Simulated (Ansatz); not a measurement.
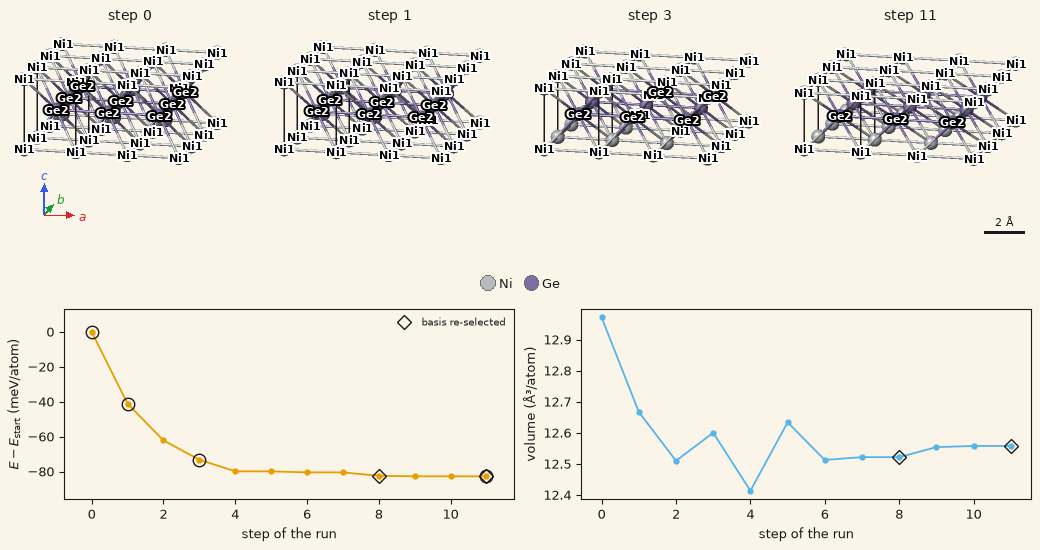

Frames of a relaxation of solid NiGe (built on the CuAu (L1_0) type), marked on the history of the run. A ball-and-stick model of the cell of the calculation, repeated 3 × 3 × 1 with one cell outlined, seen slightly off an axis.

Computed with DFT PBEsol, scalar-relativistic, plane waves, PAW in Ansatz 0.2.0. Settings: plane-wave cutoff 420 eV; k-point mesh 16 × 16 × 12; occupations gaussian; smearing width 0.1 eV; no spin polarisation; cell and atoms relaxed; force threshold 0.01 eV/Å; at most 80 steps.

Describe the path.

No atom moves by more than 0.005 Å relative to the cell. The drawn cell changes as follows: a = b 2.672 → 2.929 Å (+9.6 %), c 3.634 → 2.927 Å (−19.5 %); the volume changes by −3.2 %. Among the contacts that change: Ni1–Ni1 2.672 → 2.929 Å, Ge2–Ge2 2.672 → 2.929 Å, Ni1–Ge2 2.621 → 2.536 Å. The space group (tolerance 0.01 Å) goes from P4/mmm (No. 123) to Pm-3m (No. 221). Over 9 accepted moves (11 points after the start) the energy falls by 82.7 meV per atom. All forces vanish by symmetry, so only the cell relaxes. Pressure: −4.60 GPa at the start and 0.00 GPa at the end. The SCF was repeated twice at an unchanged geometry on a basis and grid sized afresh for the cell, which shifted the energy by 2.0 meV per atom at most. From step 0 to 1: volume −2.3 %, energy −41.1 meV per atom. From step 1 to 3: volume −0.5 %, energy −32.1 meV per atom. From step 3 to 11: volume −0.3 %, energy −9.5 meV per atom.

```csv
step,"E − E(0), meV/atom","pressure, GPa","volume, Å³/atom",note
0,0.00,-4.60,12.971,
1,-41.14,-1.53,12.667,
2,-62.14,0.49,12.510,
3,-73.24,-0.60,12.600,
4,-79.87,1.50,12.413,
5,-79.89,-1.46,12.634,
6,-80.48,0.12,12.513,
7,-80.48,0.00,12.522,
8,-82.43,0.46,12.522,"same geometry, new basis"
9,-82.73,0.05,12.554,
10,-82.73,0.00,12.558,
11,-82.74,0.00,12.558,"same geometry, new basis"
```
